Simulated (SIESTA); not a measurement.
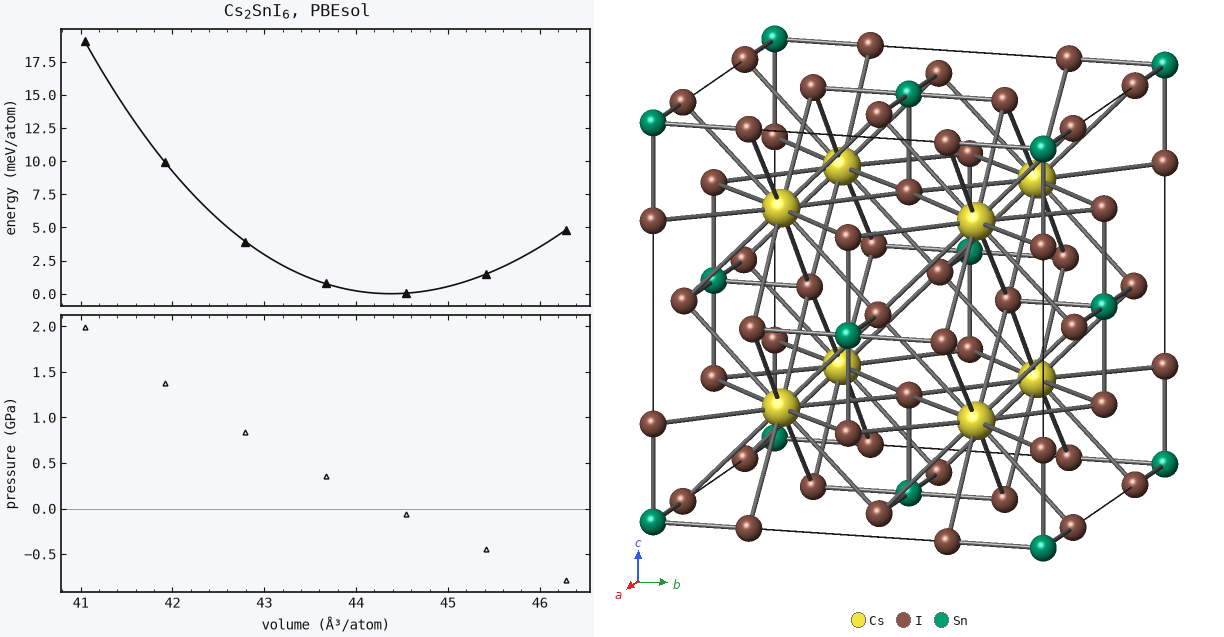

The plot gives the computed energy and pressure against volume for Cs₂SnI₆, space group Fm-3m (No. 225). The conventional cell is drawn beside the plot.

Cell as given: a = 8.222 Å, b = 8.222 Å, c = 8.222 Å, α = 60.00°, β = 60.00°, γ = 60.00°; 9 atoms.

Computed with SIESTA 5.4.2: DFT in numerical atomic orbitals with pseudopotentials, no spin polarisation; energies at scaled volumes of the given cell, shape and fractions fixed, counted from the fit's minimum, third-order Birch-Murnaghan fit. Level: PBEsol.

- k mesh: 3×3×3
- occupations: Fermi–Dirac
- smearing width: 0.05 eV
- potentials: PseudoDojo 0.4 standard, converted to PSML, two zetas on semicore shells
- program settings: basis DZP, mesh cutoff 500 Ry

How stiff is the solid, and where is its volume at rest?

A third-order Birch–Murnaghan fit gives V0 = 44.38 Å³/atom, B0 = 20.6 GPa and B′ = 5.4.

How does the pressure vary with volume?

It falls from 1.99 GPa at volume 41.05 Å³/atom to −0.78 GPa at 46.29 Å³/atom, and changes sign near 44.42 Å³/atom.

Keep in mind: mulliken charges of long orbitals; shape and atomic fractions are frozen while scaling, which makes layered, chain and framework solids too stiff.
